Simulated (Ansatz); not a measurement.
## Run report: Ti2O, geometry relaxation (part 2 of 2)

Ti2O (P-3m1, 3 atoms in the cell); DFT r2SCAN, scalar-relativistic, plane waves, PAW, no spin polarisation (Ansatz 0.2.0); cutoff 500 eV, 18×18×10 k-mesh, Gaussian smearing of 0.1 eV. The structure derives from an entry of the Crystallography Open Database.

Geometry of the input (Å; fractional positions):
```
2.9552  0.0000  0.0000
-1.4776  2.5593  0.0000
0.0000  0.0000  4.7997
Ti 0.6667  0.3333  0.2677
Ti 0.3333  0.6667  0.7323
O  0.0000  0.0000  0.0000
```

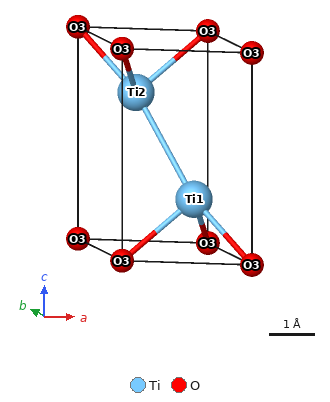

**Figure 1.** The geometry at step 2 of the log (ball-and-stick view of the cell of the calculation, seen slightly off an axis; atoms are numbered from 1 in the order of the input).

Output, continued:
```
SCF iter   1: F=—  HF=-5580.695946 eV  |F-HF|=—  |Δ(HF+E_count)|=         —  Δρ=5.74e-4  dr2=4.96e-5  dr2_τ=2.71e-3  ethr=1.64e-7  ⟨swp⟩=2.0  Hψ=41379  notcnv=0
preconditioner: auto → Kerker (q_TF=auto, 2.641 Å⁻¹)  [metal: Δε(μ)=0.013 eV  Ē_g=8.565 eV  σ=0.100 eV  W_gap=0.07  n_scr=10 (ndim 8)  ℏωp=23.0 eV  f_vac=0.000  D(μ)=0.94/eV (n_scr^D=2)]
SCF iter   2: F=—  HF=-5580.697771 eV  |F-HF|=—  |Δ(HF+E_count)|=   1.82e-3  Δρ=3.81e-4  dr2=2.39e-5  dr2_τ=4.32e-6  ethr=1.64e-7  ⟨swp⟩=2.1  Hψ=11253  notcnv=0
SCF iter   3: F=—  HF=-5580.697775 eV  |F-HF|=—  |Δ(HF+E_count)|=   3.75e-6  Δρ=1.45e-4  dr2=4.11e-6  dr2_τ=7.79e-7  ethr=7.97e-8  ⟨swp⟩=2.0  Hψ=7650  notcnv=0
SCF iter   4: F=—  HF=-5580.697777 eV  |F-HF|=—  |Δ(HF+E_count)|=   2.29e-6  Δρ=5.55e-5  dr2=9.29e-7  dr2_τ=7.25e-8  ethr=1.37e-8  ⟨swp⟩=3.0  Hψ=11254  notcnv=0
SCF iter   5: F=-5580.697777 eV  HF=-5580.697777 eV  |F-HF|=8.38e-8  |Δ(HF+E_count)|=   3.83e-8  Δρ=2.52e-5  dr2=2.25e-7  dr2_τ=1.57e-8  ethr=1.00e-9  ⟨swp⟩=9.1  Hψ=41070  notcnv=0
SCF 3 converged in 5 iterations: F = -5580.697777 eV  dr2 = 2.25e-7
relax step   3: F+E_penalty+E_count = -5580.69777675 eV  Δ(F+E_penalty+E_count) = +4.622e-4 eV  max|allowed force component| = 5.095e-2 eV/Å  Δτ_max = 0.0038 Å  P = -0.786 GPa  Ω = 36.451 Å³  energy of the carried Pulay correction = -1.082e-4 eV  (5 SCF iters, dr2 threshold 3.00e-7 eV, rejected (line search))
Crystal: 3 atoms, lattice volume = 36.316 Å³
iter 1 solved again at ethr=6.58e-8 eV; its pass at ethr=3.10e-3 eV (dr2=1.97e-5 eV) is discarded
SCF iter   1: F=—  HF=-5580.697566 eV  |F-HF|=—  |Δ(HF+E_count)|=         —  Δρ=3.73e-4  dr2=2.00e-5  dr2_τ=1.14e-3  ethr=6.58e-8  ⟨swp⟩=2.1  Hψ=40852  notcnv=0
preconditioner: auto → Kerker (q_TF=auto, 2.643 Å⁻¹)  [metal: Δε(μ)=0.006 eV  Ē_g=8.599 eV  σ=0.100 eV  W_gap=0.03  n_scr=10 (ndim 8)  ℏωp=23.1 eV  f_vac=0.000  D(μ)=0.95/eV (n_scr^D=2)]
SCF iter   2: F=—  HF=-5580.698341 eV  |F-HF|=—  |Δ(HF+E_count)|=   7.74e-4  Δρ=2.42e-4  dr2=1.00e-5  dr2_τ=1.56e-6  ethr=6.58e-8  ⟨swp⟩=2.0  Hψ=11248  notcnv=0
SCF iter   3: F=—  HF=-5580.698337 eV  |F-HF|=—  |Δ(HF+E_count)|=   3.25e-6  Δρ=9.02e-5  dr2=1.60e-6  dr2_τ=3.08e-7  ethr=3.35e-8  ⟨swp⟩=2.0  Hψ=7747  notcnv=0
SCF iter   4: F=—  HF=-5580.698338 eV  |F-HF|=—  |Δ(HF+E_count)|=   3.18e-7  Δρ=3.31e-5  dr2=3.16e-7  dr2_τ=2.50e-8  ethr=5.35e-9  ⟨swp⟩=3.0  Hψ=11173  notcnv=0
SCF iter   5: F=—  HF=-5580.698338 eV  |F-HF|=—  |Δ(HF+E_count)|=   1.23e-8  Δρ=1.79e-5  dr2=1.12e-7  dr2_τ=7.84e-9  ethr=1.05e-9  ⟨swp⟩=2.3  Hψ=8627  notcnv=0
SCF iter   6: F=—  HF=-5580.698338 eV  |F-HF|=—  |Δ(HF+E_count)|=   8.49e-9  Δρ=6.47e-6  dr2=1.72e-8  dr2_τ=8.75e-10  ethr=3.74e-10  ⟨swp⟩=2.0  Hψ=7919  notcnv=0
SCF iter   7: F=—  HF=-5580.698338 eV  |F-HF|=—  |Δ(HF+E_count)|=   2.03e-9  Δρ=2.32e-6  dr2=1.95e-9  dr2_τ=1.27e-10  ethr=5.75e-11  ⟨swp⟩=2.2  Hψ=8668  notcnv=0
SCF iter   8: F=—  HF=-5580.698338 eV  |F-HF|=—  |Δ(HF+E_count)|=  2.25e-10  Δρ=6.40e-7  dr2=1.66e-10  dr2_τ=9.48e-12  ethr=6.50e-12  ⟨swp⟩=2.0  Hψ=8221  notcnv=0
SCF iter   9: F=-5580.698338 eV  HF=-5580.698338 eV  |F-HF|=0.00e0  |Δ(HF+E_count)|=  1.91e-11  Δρ=1.26e-7  dr2=5.63e-12  dr2_τ=6.29e-13  ethr=1.00e-12  ⟨swp⟩=4.0  Hψ=26913  notcnv=0
SCF 4 converged in 9 iterations: F = -5580.698338 eV  dr2 = 5.63e-12
relax step   4: F+E_penalty+E_count = -5580.69833769 eV  Δ(F+E_penalty+E_count) = -9.879e-5 eV  max|allowed force component| = 1.482e-3 eV/Å  Δτ_max = 0.0013 Å  P = -0.012 GPa  Ω = 36.316 Å³  energy of the carried Pulay correction = -1.046e-5 eV  (9 SCF iters, accepted)
Initial wavefunctions: pseudopotential atomic-orbital guess (no wavefunctions were taken with the density)
iter 1 solved again at ethr=7.10e-9 eV; its pass at ethr=3.10e-3 eV (dr2=2.13e-6 eV) is discarded
SCF iter   1: F=—  HF=-5580.698347 eV  |F-HF|=—  |Δ(HF+E_count)|=         —  Δρ=9.98e-6  dr2=3.83e-9  dr2_τ=3.00e-8  ethr=7.10e-9  ⟨swp⟩=3.3  Hψ=43462  notcnv=0
preconditioner: auto → Kerker (q_TF=auto, 2.643 Å⁻¹)  [metal: Δε(μ)=0.005 eV  Ē_g=8.597 eV  σ=0.100 eV  W_gap=0.03  n_scr=10 (ndim 8)  ℏωp=23.1 eV  f_vac=0.000  D(μ)=0.95/eV (n_scr^D=2)]
SCF iter   2: F=—  HF=-5580.698347 eV  |F-HF|=—  |Δ(HF+E_count)|=   3.63e-8  Δρ=5.20e-6  dr2=1.06e-9  dr2_τ=1.69e-9  ethr=1.28e-11  ⟨swp⟩=2.4  Hψ=10923  notcnv=0
SCF iter   3: F=—  HF=-5580.698347 eV  |F-HF|=—  |Δ(HF+E_count)|=   3.03e-9  Δρ=5.68e-7  dr2=5.36e-11  dr2_τ=2.57e-11  ethr=3.54e-12  ⟨swp⟩=2.2  Hψ=10329  notcnv=0
SCF iter   4: F=-5580.698347 eV  HF=-5580.698347 eV  |F-HF|=5.46e-12  |Δ(HF+E_count)|=  2.91e-11  Δρ=1.63e-7  dr2=5.41e-12  dr2_τ=1.87e-12  ethr=1.00e-12  ⟨swp⟩=5.8  Hψ=24226  notcnv=0
SCF 5 converged in 4 iterations: F = -5580.698347 eV  dr2 = 5.41e-12
relax step   5: F+E_penalty+E_count = -5580.69834735 eV  Δ(F+E_penalty+E_count) = -9.653e-6 eV  max|allowed force component| = 1.455e-3 eV/Å  Δτ_max = 0.0000 Å  P = -0.013 GPa  Ω = 36.316 Å³  stress off target by 3.76e-2 GPa  SCF on the basis re-selected at this cell (its energy is not comparable with the rows above)  (4 SCF iters)
basis re-selected at this cell: Δ(F+E_penalty+E_count) = -9.653e-6 eV, ΔP = -0.000 GPa vs the last step (what re-selecting the basis moved, of the pressure what is left beyond the Pulay correction that the steps carried, after the strain that the cell walked since its last selection, with what the two solves' SCF thresholds leave and, on support functions, any second-order correction that the steps lacked; it is no measure of the basis error at this ecutwfc). This SCF's stress stands 3.76e-2 GPa from its target on what of the cell is left free (relax.cell.stress_tol is 5.00e-2 GPa) and its largest allowed force component is 1.45e-3 eV/Å (relax.f_tol is 5.00e-3 eV/Å): within both
SCF converged after 4 iterations
Free energy (F): -5580.698347 eV
Harris-Foulkes:  -5580.698347 eV  (|F-HF|=5.46e-12)
Internal energy: -5580.693610 eV  (E = F + TS)
E sigma→0 (E₀):  -5580.695979 eV
Entropy (-TS):   -0.004737 eV (-1.579 meV/atom)
Fermi energy:    15.484957 eV
--- Per-component energies (eV) ---
  E_band       = -290.394472
  E_kinetic    = 725.145189
  E_local      = -1745.938515  (includes V_loc(G=0)·N_el)
  E_nonlocal   = 61.246136
  E_hartree    = 707.535806
  E_xc         = -261.437049
  E_vxc        = -373.958982  (∫ρ·V_xc dr)
  E_paw        = -2273.346452  (= ΣΔE_a)
  E_vpaw       = -396.782520  (= ΣTr[D̂ρ^β])
  E_aug_tail   = 0.001141  (compensation charges beyond the density's cutoff)
  E_vtau       = 24.821451  (kinetic-family band-sum trace: ∫τ·v_τ [+ j·A + Jᵃ·Aᵃ] dr)
  E_ewald      = -2793.361009
  E_core_change = -0.538855  (= ΣΔE_core)
  E_smearing   = -0.004737  (= −TS)
  E_closure    = -0.000000  (closes the sum)
  Σ components = -5580.698347   (vs F -5580.698347, Δ=0.00e0)
--- Forces (eV/Å), atoms counted from 1 ---
  atom   1  Ti    -0.00000000    -0.00000000     0.00145484
  atom   2  Ti     0.00000000     0.00000000    -0.00145484
  atom   3  O      0.00000000     0.00000000     0.00000000
  max |Σ_I F_I| component: 2.17e-19 eV/Å
--- Stress (GPa, compression-positive) ---
       -0.000138      -0.000000      -0.000000
        0.000000      -0.000138      -0.000000
       -0.000000      -0.000000      -0.037566
  P = ⅓ Tr σ = -0.0126 GPa (-0.126 kbar)
--- Band table (eV; the first three rows and the last of 330) ---
  k-point 0: bands = ["-44.2189", "-44.0901", "-19.8256", "-19.1466", "-19.1466", "-19.0767", "-19.0616", "-19.0616", "-7.0522", "7.3964", "9.0854", "9.0854", "11.3348", "15.1202", "15.6825", "16.0571", "16.0571", "16.5896", "16.5896"]
  k-point 1: bands = ["-44.2164", "-44.0926", "-19.8086", "-19.1454", "-19.1454", "-19.0957", "-19.0628", "-19.0628", "-7.0468", "7.3460", "9.0790", "9.0790", "11.4616", "14.9547", "15.8459", "16.0317", "16.0317", "16.5485", "16.5485"]
  k-point 2: bands = ["-44.2094", "-44.0998", "-19.7592", "-19.1506", "-19.1421", "-19.1421", "-19.0661", "-19.0661", "-7.0324", "7.2227", "9.0626", "9.0626", "11.8093", "14.6536", "15.9274", "15.9274", "16.1271", "16.6589", "16.6589"]
  k-point 329: bands = ["-44.0716", "-44.0716", "-19.5886", "-19.5886", "-19.4916", "-19.4742", "-19.1662", "-19.1662", "-6.5556", "7.4447", "7.4447", "8.1723", "13.9540", "14.4913", "14.4913", "16.7426", "16.7426", "16.9936", "18.3048"]
--- Relaxed structure (4 steps of the walk, 3 accepted, 1 SCFs on fresh bases) ---
  F+E_penalty+E_count = -5580.69834735 eV   max|allowed force component| = 1.455e-3 eV/Å   (the final SCF, on the basis selected at the relaxed cell)
  cell:  # Å, volume = 36.3165 Å³
    - [2.951434774302716, 2.8830302735413844e-11, -9.257650077337521e-20]
    - [-1.4757173871763258, 2.556017492144528, -3.703060030997643e-19]
    - [-1.5035550677838246e-19, -7.812701308666412e-19, 4.814004453288761]
  atoms:
    - { symbol: Ti, position: [0.6666666666666667, 0.33333333333333337, 0.2688898714735226] }
    - { symbol: Ti, position: [0.33333333333333337, 0.6666666666666667, 0.7311101285264775] }
    - { symbol: O, position: [2.1892689301012029e-35, 1.0974192739035027e-35, 1.2047483782071551e-19] }
```

Trajectory as extended XYZ (Å, eV, eV/Å), 5 frames, from step=1 to step=5:
```
3
Lattice="2.9552 0.0000 0.0000 -1.4776 2.5593 0.0000 0.0000 0.0000 4.7997" Properties=species:S:1:pos:R:3:forces:R:3 step=1 energy=-5580.69765 pressure_GPa=0.18
Ti    1.4776    0.8531    1.2847    0.0000   0.0000   0.0800
Ti    0.0000    1.7062    3.5150    0.0000   0.0000  -0.0800
O     0.0000    0.0000    0.0000    0.0000   0.0000   0.0000
3
Lattice="2.9496 0.0000 0.0000 -1.4748 2.5544 0.0000 0.0000 0.0000 4.8086" Properties=species:S:1:pos:R:3:forces:R:3 step=2 energy=-5580.69824 pressure_GPa=0.49
Ti    1.4748    0.8515    1.2917    0.0000   0.0000   0.0264
Ti    0.0000    1.7029    3.5169    0.0000   0.0000  -0.0264
O     0.0000    0.0000    0.0000    0.0000   0.0000   0.0000
3
Lattice="2.9551 0.0000 0.0000 -1.4776 2.5592 0.0000 0.0000 0.0000 4.8199" Properties=species:S:1:pos:R:3:forces:R:3 step=3 energy=-5580.69778 pressure_GPa=-0.79 accepted=F
Ti    1.4776    0.8531    1.2986    0.0000   0.0000  -0.0510
Ti    0.0000    1.7061    3.5213    0.0000   0.0000   0.0510
O     0.0000    0.0000    0.0000    0.0000   0.0000   0.0000
3
Lattice="2.9514 0.0000 0.0000 -1.4757 2.5560 0.0000 0.0000 0.0000 4.8140" Properties=species:S:1:pos:R:3:forces:R:3 step=4 energy=-5580.69834 pressure_GPa=-0.01
Ti    1.4757    0.8520    1.2944    0.0000   0.0000   0.0015
Ti    0.0000    1.7040    3.5196    0.0000   0.0000  -0.0015
O     0.0000    0.0000    0.0000    0.0000   0.0000   0.0000
3
Lattice="2.9514 0.0000 0.0000 -1.4757 2.5560 0.0000 0.0000 0.0000 4.8140" Properties=species:S:1:pos:R:3:forces:R:3 step=5 energy=-5580.69835 pressure_GPa=-0.01
Ti    1.4757    0.8520    1.2944    0.0000   0.0000   0.0015
Ti    0.0000    1.7040    3.5196    0.0000   0.0000  -0.0015
O     0.0000    0.0000    0.0000    0.0000   0.0000   0.0000
```

Summary:

| quantity | value |
| --- | --- |
| outcome | converged |
| space group (tolerance 0.01 Å) | P-3m1 (164) |
| electrons treated | 30 |
| free energy | −5580.6983 eV |
| Fermi energy | 15.485 eV |
| gap on the k-point mesh | none (metallic) |
| pressure | −0.01 GPa |
| final volume | 36.32 Å³ |
| largest force (length of the vector) at the end | 0.001 eV/Å |
| final cell | a = 2.951 Å, b = 2.951 Å, c = 4.814 Å, α = 90.00°, β = 90.00°, γ = 120.00° |
| hardware | 1 thread of Intel Xeon @ 2.50GHz (Skylake/Cascade Lake), 192 GiB of memory available, shared host |
| wall time | 2.9 min |
| peak memory | 0.7 GiB |
